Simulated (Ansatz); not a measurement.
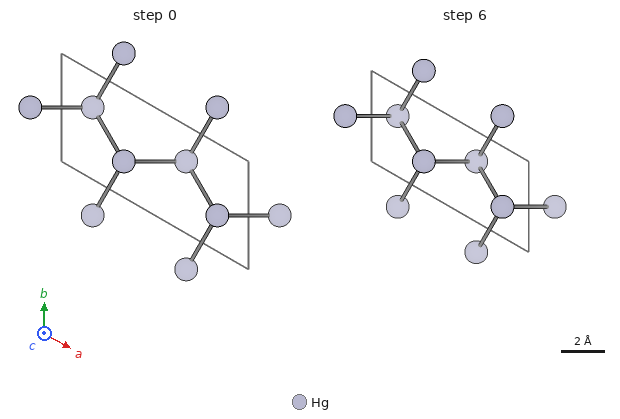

The structure of a free-standing layer of Hg (a generated structure, set up in P-3m1) before (left) and after (right) a relaxation, at one scale.

A ball-and-stick model of the 2 × 1 repeat of the cell, outlined in the plane, without the vacuum, seen along the c axis.

All numbers below come from DFT PBE, scalar-relativistic, plane waves, PAW in Ansatz 0.2.0.

The input:
```yaml
crystal:
  lattice:
    - [5.108870579, 0.0, 0.0]
    - [-2.5544352895, 4.424411706, 0.0]
    - [0.0, 0.0, 24.7467364]
  atoms:
    - { symbol: Hg, position: [0.3333333333, 0.6666666667, 0.2726729759] }
    - { symbol: Hg, position: [0.6666666667, 0.3333333333, 0.3334675575] }
  periodic: [true, true, false]
basis:
  ecutwfc: 420
kpoints:
  mp_grid: { grid: [6, 6, 1] }
hamiltonian:
  xc: pbe
scf:
  occupations: { method: gaussian, width: 0.02 }
output:
  forces: true
  stress: true
  eigenvalues: true
relax:
  adjacent_minimum: "off"
  f_tol: 0.01
  max_steps: 80
  cell: { stress_2d_tol: 0.02 }
```

Command:
```bash
ansatz run input.yaml --threads 1 --pin off --max-ram 2560MiB --backend cpu --events-out ev --progress --plain --runs-dir out
```

Describe what moved and what it gained.

Answer. The run failed before the relaxation converged. The energy falls by 16.8 meV per atom in 6 geometry steps. The largest force component goes from 0.017 to 0.051 eV/Å. The largest moves relative to the cell and the layer's centre, 0.69 Å, are those of Hg1 and Hg2. Hg1 goes along the normal (−c). In the plane the drawn cell goes a 10.218 → 8.586 Å (−16.0 %), b 5.109 → 4.293 Å (−16.0 %). Near-neighbour distances that change, for instance: Hg1–Hg2 3.311 → 3.804 Å. The program noted that it reset the height of the cell.
